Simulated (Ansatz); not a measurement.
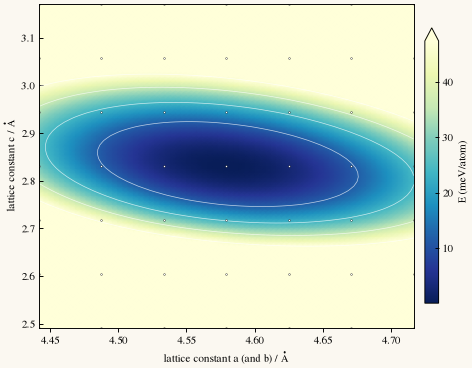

Ti (P6/mmm, No. 191; 3 atoms in the cell). The energy is mapped over the lattice constants a and c of the conventional cell. Coordinates scanned: (1) lattice constant a (and b); (2) lattice constant c. Nothing is relaxed (symmetry fixes all fractional coordinates). The grid has 7 × 7 points. Points are written as (first, second). All energies are given in meV/atom relative to the lowest grid point. Theory: DFT PBE, scalar-relativistic, plane waves, PAW (Ansatz). Settings: cutoff 520 eV, k-mesh 12×12×14 in the order of the run's cell vectors, gaussian smearing 0.15 eV, no spin polarisation.

The picture shows a smooth colour map with a few white contour lines, dots at the grid points, one colour for all values above the top of the scale. Between grid points the surface is interpolated.

**Where is the minimum, and how stiff is the well along each coordinate?**

The interpolated minimum is at lattice constant a (and b) ≈ 4.579 Å, lattice constant c ≈ 2.832 Å. The curvatures there are about 8.6 eV/Å² and 9.7 eV/Å², with a cross term of about 2.5 eV/Å² (per cell of 3 atoms). Round the minimum the valley is somewhat tilted: raising lattice constant a (and b) shifts the best value of lattice constant c downwards (coupling k₁₂/√(k₁₁k₂₂) about 0.3).

PAW datasets: the set soft_1.
